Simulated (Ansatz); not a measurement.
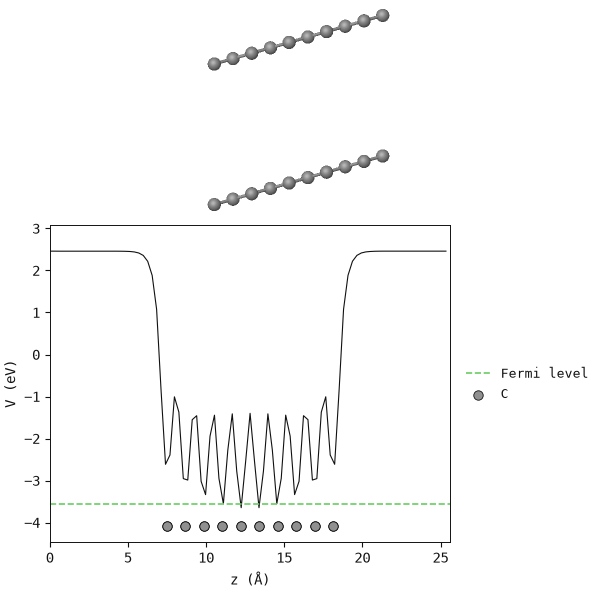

Plane-averaged electrostatic potential energy of an electron across the slab; circles at the bottom mark the heights of the atoms. The structure is drawn too.

This input was run:

```
crystal:
  lattice:
    - [4.2587908135, 0.0, 0.0]
    - [0.0, 8.870472042, 0.0]
    - [0.0, 0.0, 25.6310928235]
  atoms:
    - { symbol: C, position: [0.1666666667, 0.9615826058, 0.2926133525] }
    - { symbol: C, position: [0.8333333333, 0.9615826058, 0.2926133525] }
    - { symbol: C, position: [0.6666666667, 0.9231652116, 0.3386992742] }
    - { symbol: C, position: [0.3333333333, 0.9231652116, 0.3386992742] }
    - { symbol: C, position: [0.1666666667, 0.8847478174, 0.3847851958] }
    - { symbol: C, position: [0.8333333333, 0.8847478174, 0.3847851958] }
    - { symbol: C, position: [0.6666666667, 0.8463304232, 0.4308711175] }
    - { symbol: C, position: [0.3333333333, 0.8463304232, 0.4308711175] }
    - { symbol: C, position: [0.1666666667, 0.807913029, 0.4769570392] }
    - { symbol: C, position: [0.8333333333, 0.807913029, 0.4769570392] }
    - { symbol: C, position: [0.6666666667, 0.7694956348, 0.5230429608] }
    - { symbol: C, position: [0.3333333333, 0.7694956348, 0.5230429608] }
    - { symbol: C, position: [0.1666666667, 0.7310782406, 0.5691288825] }
    - { symbol: C, position: [0.8333333333, 0.7310782406, 0.5691288825] }
    - { symbol: C, position: [0.6666666667, 0.6926608464, 0.6152148042] }
    - { symbol: C, position: [0.3333333333, 0.6926608464, 0.6152148042] }
    - { symbol: C, position: [0.1666666667, 0.6542434522, 0.6613007258] }
    - { symbol: C, position: [0.8333333333, 0.6542434522, 0.6613007258] }
    - { symbol: C, position: [0.6666666667, 0.615826058, 0.7073866475] }
    - { symbol: C, position: [0.3333333333, 0.615826058, 0.7073866475] }
basis:
  ecutwfc: 420
kpoints:
  mp_grid: { grid: [8, 4, 1] }
hamiltonian:
  xc: pbesol
scf:
  occupations: { method: gaussian, width: 0.1 }
output:
  forces: true
  stress: true
  eigenvalues: true
  write_density: true
  write_potential: true
  elf: true
  volumetric_format: npy
efield:
  axis: 3
  dipole_correction: true
  ramp_width: 0.04
```

Command:
```bash
ansatz run input.yaml --threads 2 --pin off --max-ram 5120MiB --backend cpu --events-out ev --progress --plain --runs-dir out
```

Q: Read off the work function of each face.

A: The work function is 6.03 eV, the same on both faces. The two vacuum levels agree, so the slab has no net dipole along its normal.

Q: How thick are slab and vacuum?

A: The outermost atoms are 10.6 Å apart, which leaves 15.0 Å of vacuum in a cell 25.6 Å high.

The atoms aren't at rest in this cell (largest force 7.1 eV/Å), so the relaxed material can differ.
